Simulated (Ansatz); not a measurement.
**Ga₄O₇ (slab): density, localisation and related maps**

Input file:

```
crystal:
  lattice:
    - [4.9846046728, 0.0, 0.0]
    - [-2.4923023364, 4.3167942744, 0.0]
    - [0.0, 0.0, 28.4419997424]
  atoms:
    - { symbol: O, position: [0.6666666667, 0.0297070878, 0.2636945386] }
    - { symbol: O, position: [0.9702929122, 0.6369595788, 0.2636945386] }
    - { symbol: O, position: [0.3630404212, 0.3333333333, 0.2636945386] }
    - { symbol: Ga, position: [0.0, 0.0, 0.2926487259] }
    - { symbol: Ga, position: [0.6666666667, 0.3333333333, 0.3135088385] }
    - { symbol: O, position: [0.0, 0.3036262455, 0.3424630258] }
    - { symbol: O, position: [0.6963737545, 0.6963737545, 0.3424630258] }
    - { symbol: O, position: [0.3036262455, 0.0, 0.3424630258] }
    - { symbol: Ga, position: [0.3333333333, 0.6666666667, 0.3714172131] }
    - { symbol: Ga, position: [0.0, 0.0, 0.3922773256] }
    - { symbol: O, position: [0.3333333333, 0.3630404212, 0.4212315129] }
    - { symbol: O, position: [0.6369595788, 0.9702929122, 0.4212315129] }
    - { symbol: O, position: [0.0297070878, 0.6666666667, 0.4212315129] }
    - { symbol: Ga, position: [0.6666666667, 0.3333333333, 0.4501857002] }
    - { symbol: Ga, position: [0.3333333333, 0.6666666667, 0.4710458127] }
    - { symbol: O, position: [0.6666666667, 0.6369595788, 0.5] }
    - { symbol: O, position: [0.3630404212, 0.0297070878, 0.5] }
    - { symbol: O, position: [0.9702929122, 0.3333333333, 0.5] }
    - { symbol: Ga, position: [0.0, 0.0, 0.5289541873] }
    - { symbol: Ga, position: [0.6666666667, 0.3333333333, 0.5498142998] }
    - { symbol: O, position: [0.0, 0.6963737545, 0.5787684871] }
    - { symbol: O, position: [0.3036262455, 0.3036262455, 0.5787684871] }
    - { symbol: O, position: [0.6963737545, 0.0, 0.5787684871] }
    - { symbol: Ga, position: [0.3333333333, 0.6666666667, 0.6077226744] }
    - { symbol: Ga, position: [0.0, 0.0, 0.6285827869] }
    - { symbol: O, position: [0.3333333333, 0.9702929122, 0.6575369742] }
    - { symbol: O, position: [0.0297070878, 0.3630404212, 0.6575369742] }
    - { symbol: O, position: [0.6369595788, 0.6666666667, 0.6575369742] }
    - { symbol: Ga, position: [0.6666666667, 0.3333333333, 0.6864911615] }
    - { symbol: Ga, position: [0.3333333333, 0.6666666667, 0.7073512741] }
    - { symbol: O, position: [0.6666666667, 0.0297070878, 0.7363054614] }
    - { symbol: O, position: [0.9702929122, 0.6369595788, 0.7363054614] }
    - { symbol: O, position: [0.3630404212, 0.3333333333, 0.7363054614] }
basis:
  ecutwfc: 500
kpoints:
  mp_grid: { grid: [6, 6, 1] }
hamiltonian:
  xc: r2scan
scf:
  occupations: { method: gaussian, width: 0.05 }
output:
  forces: true
  eigenvalues: true
  write_density: true
  write_potential: true
  elf: true
  volumetric_format: npy
relax:
  adjacent_minimum: "off"
  f_tol: 0.02
  max_steps: 60
efield:
  axis: 3
  dipole_correction: true
  ramp_width: 0.04
```

Command:

```sh
ansatz run input.yaml --threads 4 --pin off --max-ram 10240MiB --backend cpu --events-out ev --progress --plain --runs-dir out
```

The fields are those of the run's last geometry, not of the input's.

Method: DFT r2SCAN, scalar-relativistic, plane waves, PAW (Ansatz 0.2.0).

Core electrons are frozen (PAW), and the valence fields are smoothed inside the atomic spheres.

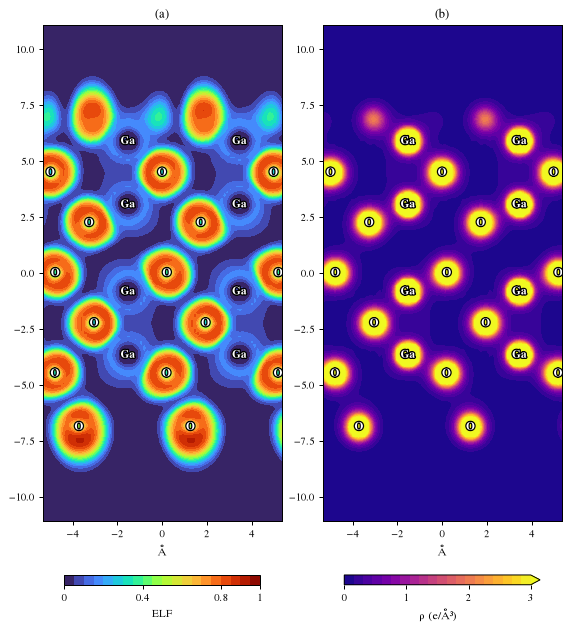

Figure 1. (a) ELF; (b) valence charge density (pseudo) on the (100) plane of the calculation cell, a cut from vacuum to vacuum.

**What does the map show?**

- The plane passes through O and Ga nuclei.
- Atoms just off the plane (O, 0.6 Å away) can leave unmarked features too.
- Ga–O (1.92 Å): ρ at the midpoint is about 0.71 e/Å³; the ELF peaks at about 0.85 in the valence shell of O, 0.6 Å from its nucleus, and is about 0.35 at the midpoint.
- Ga–O (2.07 Å): ρ at the midpoint is about 0.5 e/Å³; the ELF peaks at about 0.85 in the valence shell of O, 0.6 Å from its nucleus, and is about 0.25 at the midpoint (no shared electron pair shows on this line).
- The density dies away to nearly zero in the vacuum.
- The ELF also peaks beside O, away from the bonds: lone-pair regions.

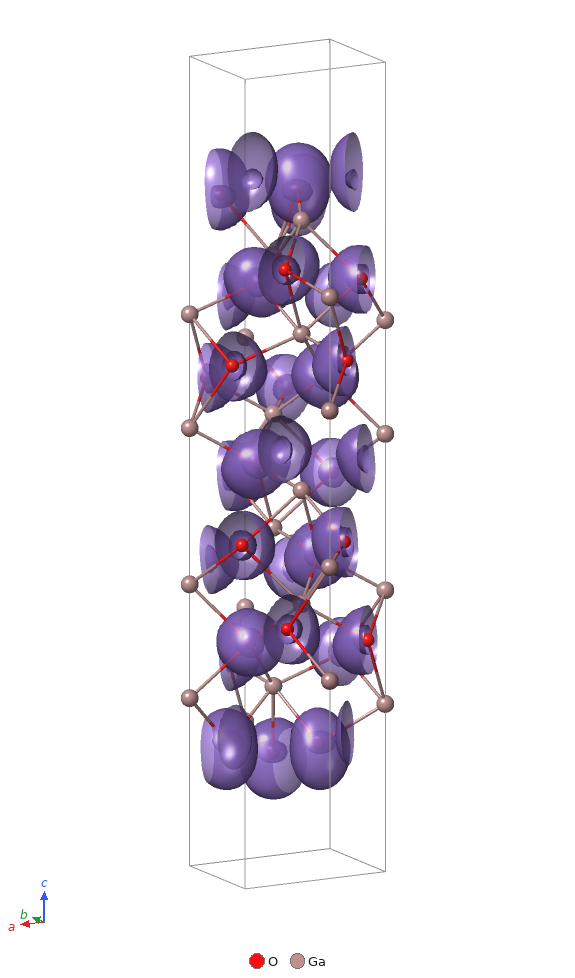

Figure 2. Isosurface of the electron localisation function at 0.7 (purple), seen at an oblique angle. Only the valence region is drawn (cores and ρ < 0.01 e/Å³ removed). Sticks mark near contacts.

**Describe the localisation domains.**

The surface consists of 21 regions wrapped around O (the valence shell of each), counted in one cell of 33 atoms. Counts are for one cell; the picture repeats the cell along the surface. Profiles from the grid: Ga–O (1.91 Å): the ELF peaks at about 0.80 in the valence shell of O, 0.6 Å from its nucleus, and is about 0.35 at the midpoint. Ga–O (1.95 Å): the ELF peaks at about 0.85 in the valence shell of O, 0.6 Å from its nucleus, and is about 0.35 at the midpoint.

**Metal or insulator at this level of theory?**

It is gapless in this calculation (a metal or semimetal).
